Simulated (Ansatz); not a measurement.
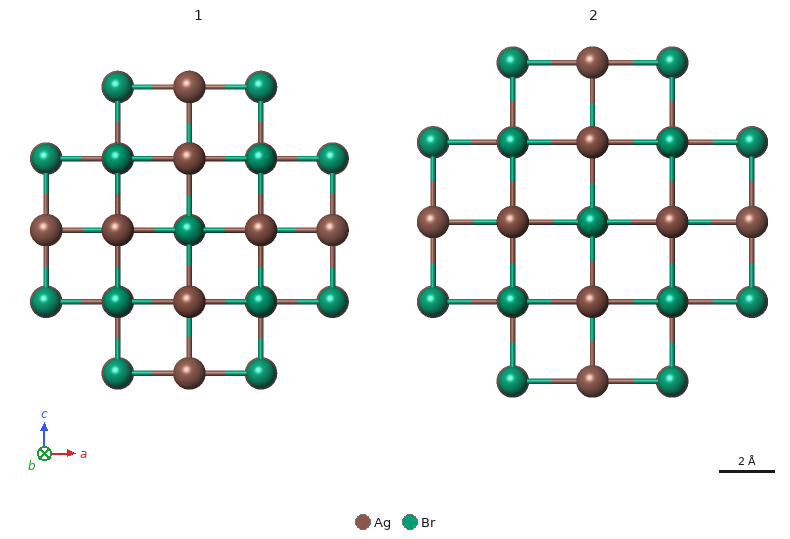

Two geometries of a crystal of AgBr (a generated structure, set up in Fm-3m), drawn at one scale. One is the start of a relaxation, the other its converged end. A ball-and-stick model of the conventional cell (4 times the calculation's cell), seen along the b axis. Lengths and directions refer to the drawn axes.

Method: Ansatz 0.2.0, DFT, PBE, PAW with Ansatz's default frozen-core files, scalar-relativistic. (plane-wave cutoff 420 eV; k-point mesh 13 × 13 × 13; occupations fermi dirac; smearing width 0.03 eV; no spin polarisation; cell and atoms relaxed; force threshold 0.005 eV/Å; at most 80 steps)

### Which one is relaxed?

Structure 2 is the relaxed one. Case: cell and atoms relaxed from a first guess. The energy falls by 451 meV per atom in 5 accepted moves (7 points after the start). All forces vanish by symmetry, so only the cell relaxes. Pressure: 29.49 GPa at the start and 0.00 GPa at the end. At 2 points the geometry stayed and the basis and grid were re-selected for the new cell (energy shift of 4.3 meV per atom at most each time). The atoms keep their places relative to the cell (all moves are under 0.005 Å). The drawn cell changes as follows: a = b = c 5.246 → 5.841 Å (+11.3 %); the volume changes by +38.0 %. Near-neighbour distances that change, for instance: Ag–Br 2.623 → 2.920 Å. The space group stays Fm-3m (No. 225).
